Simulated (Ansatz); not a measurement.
A series of calculations on SiO₂

## 1. Relaxation

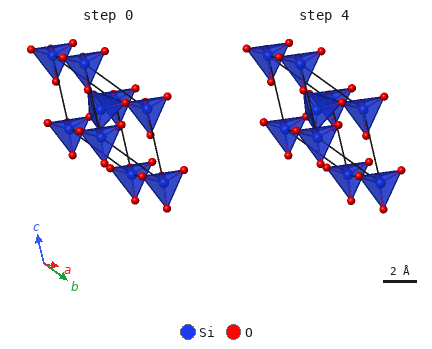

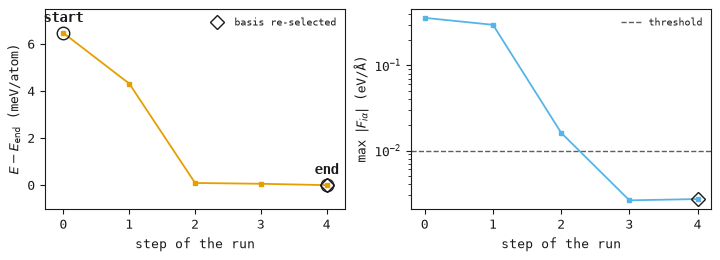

First and last geometry of a relaxation of crystalline SiO2 (set up in I-42d), with the history of the run. The picture is a polyhedral view of the cell of the calculation, seen slightly off an axis.

Case: volume × 0.94, shape and atoms relaxed.

Computed with DFT PBE, scalar-relativistic, plane waves, PAW in Ansatz.

Input
```yaml
crystal:
  lattice:
    - [-2.4549878025, 2.4549878025, 3.6349334593]
    - [2.4549878025, -2.4549878025, 3.6349334593]
    - [2.4549878025, 2.4549878025, -3.6349334593]
  atoms:
    - { symbol: Si, position: [0.0, 0.0, 0.0] }
    - { symbol: Si, position: [0.75, 0.25, 0.5] }
    - { symbol: O, position: [0.9778913088, 0.625, 0.8528913088] }
    - { symbol: O, position: [0.375, 0.2278913088, 0.3528913088] }
    - { symbol: O, position: [0.7721086912, 0.125, 0.1471086912] }
    - { symbol: O, position: [0.875, 0.0221086912, 0.6471086912] }
basis:
  ecutwfc: 420
kpoints:
  mp_grid: { grid: [6, 6, 6] }
hamiltonian:
  xc: pbe
scf:
  occupations: { method: gaussian, width: 0.02 }
output:
  forces: true
  stress: true
  eigenvalues: true
relax:
  adjacent_minimum: "off"
  f_tol: 0.01
  max_steps: 30
  cell: { stress_tol: 0.1, fix: [volume] }
```

Q: What do the curves and the structures tell?

A: It converged. The energy falls by 6.5 meV per atom in 3 accepted moves (4 points after the start). The largest force component goes from 0.36 to 0.0027 eV/Å. The pressure goes from 6.12 to 1.65 GPa. At 1 point the geometry stayed and the basis and grid were re-selected for the new cell (energy shift of 0.1 meV per atom at most each time). The largest moves relative to the cell, 0.052 Å, are those of O3, O4, O5 and O6. O3 goes along [1 0 1]. Si stays in place. The drawn cell changes at constant volume: a = b = c 5.027 → 5.039 Å (+0.2 %), α 121.5° → 121.9°, β 121.5° → 121.9°, γ 87.4° → 86.7°. Some distances before and after: Si1–O3 1.609 → 1.625 Å. Among the angles between lasting bonds that change: Si1–O6–Si2 143.4° → 140.1°. The space group stays I-42d (No. 122). The run took of the order of 30 core-seconds on a shared host.

## 2. Relaxation

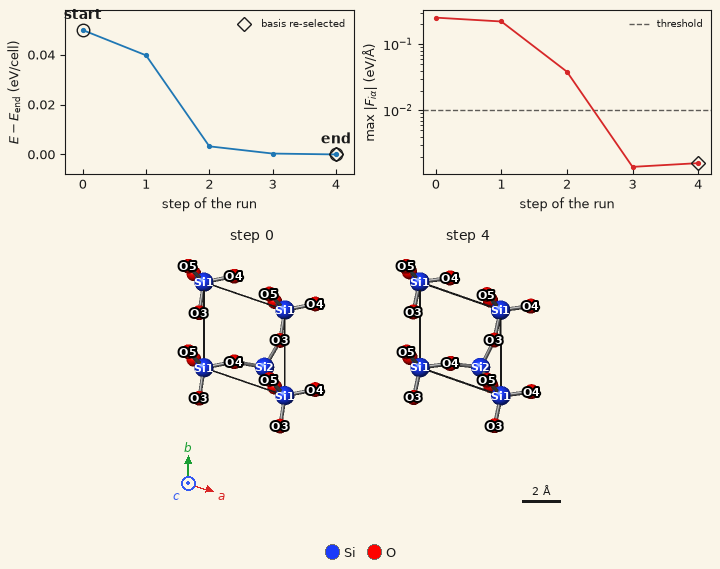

First and last geometry of a relaxation of crystalline SiO2 (set up in I-42d), with the history of the run. The picture is a ball-and-stick view of the cell of the calculation, seen along the c axis.

Case: volume × 1.10, shape and atoms relaxed.

Method: DFT PBE, scalar-relativistic, plane waves, PAW in Ansatz.

Input file:
```yaml
crystal:
  lattice:
    - [-2.6102881079, 2.6102881079, 3.7625569704]
    - [2.6102881079, -2.6102881079, 3.7625569704]
    - [2.6102881079, 2.6102881079, -3.7625569704]
  atoms:
    - { symbol: Si, position: [0.0, 0.0, 0.0] }
    - { symbol: Si, position: [0.75, 0.25, 0.5] }
    - { symbol: O, position: [0.9419575887, 0.625, 0.8169575887] }
    - { symbol: O, position: [0.375, 0.1919575887, 0.3169575887] }
    - { symbol: O, position: [0.8080424113, 0.125, 0.1830424113] }
    - { symbol: O, position: [0.875, 0.0580424113, 0.6830424113] }
basis:
  ecutwfc: 420
kpoints:
  mp_grid: { grid: [6, 6, 6] }
hamiltonian:
  xc: pbe
scf:
  occupations: { method: gaussian, width: 0.02 }
output:
  forces: true
  stress: true
  eigenvalues: true
relax:
  adjacent_minimum: "off"
  f_tol: 0.01
  max_steps: 30
  cell: { stress_tol: 0.1, fix: [volume] }
```

### Did the run converge, and what did it change?

It converged. The largest moves relative to the cell, 0.11 Å, are those of O3, O4, O5 and O6. O4 goes along [0 −1 −1]. Si stays in place. The drawn cell changes at constant volume: a = b = c 5.271 → 5.262 Å (−0.2 %), α 120.6° → 120.3°, β 120.6° → 120.3°, γ 88.9° → 89.5°. Some distances before and after: Si1–O3 1.646 → 1.626 Å. Among the angles between lasting bonds that change: Si1–O6–Si2 155.5° → 163.1°. The space group stays I-42d (No. 122). Over 3 accepted moves (4 points after the start) the energy falls by 49.9 meV per cell of the calculation. The largest force component goes from 0.25 to 0.0016 eV/Å. Pressure: −6.22 GPa at the start and −2.14 GPa at the end. At 1 point the geometry stayed and the basis and grid were re-selected for the new cell (energy shift of 0.4 meV per cell of the calculation at most each time). The run took about 40 core-seconds on a shared host.

| step | E − E(0), meV/atom | largest force component, eV/Å | pressure, GPa | note |
| --- | --- | --- | --- | --- |
| 0 | 0.00 | 0.2539 | -6.22 |  |
| 1 | -1.69 | 0.2220 | -5.78 |  |
| 2 | -7.78 | 0.0385 | -2.99 |  |
| 3 | -8.26 | 0.0014 | -2.14 |  |
| 4 | -8.32 | 0.0016 | -2.14 | same geometry, new basis |

## 3. A change

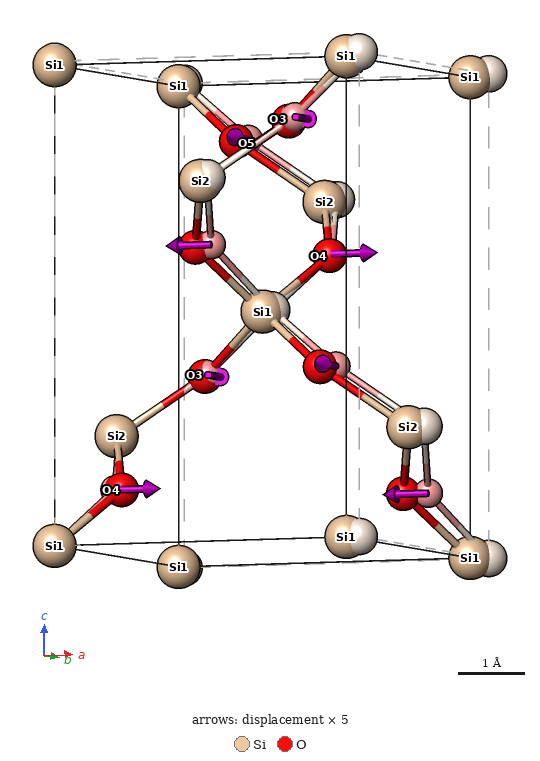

A crystal of SiO2 (set up in I-42d), drawn pale, and a changed version of it, drawn solid. The purple arrows show how the atoms are displaced (without the part that the change of the cell carries along), magnified 5 times. The picture is a ball-and-stick view of the conventional cell (2 times the calculation's cell), seen from a free direction. Lengths and directions refer to the drawn axes.

These are results of DFT PBE, scalar-relativistic, plane waves, PAW in Ansatz 0.2.0, not measurements. Settings: plane-wave cutoff 420 eV; k-point mesh 6 × 6 × 6; occupations gaussian; smearing width 0.02 eV; no spin polarisation.

Describe the change and its computed effect.

Answer. The volume is changed by −9.0 %. The cell's shape and the atoms are relaxed at that volume. It costs 10.6 meV per atom. Pressure: 0.0 GPa before, 2.6 GPa after. The volume changes by −9.0 %, with a = b 5.027 → 4.815 Å (−4.2 %), c 7.379 → 7.319 Å (−0.8 %). The largest moves relative to the cell, 0.15 Å, are those of O atoms. Si stays in place. The space group stays I-42d (No. 122).
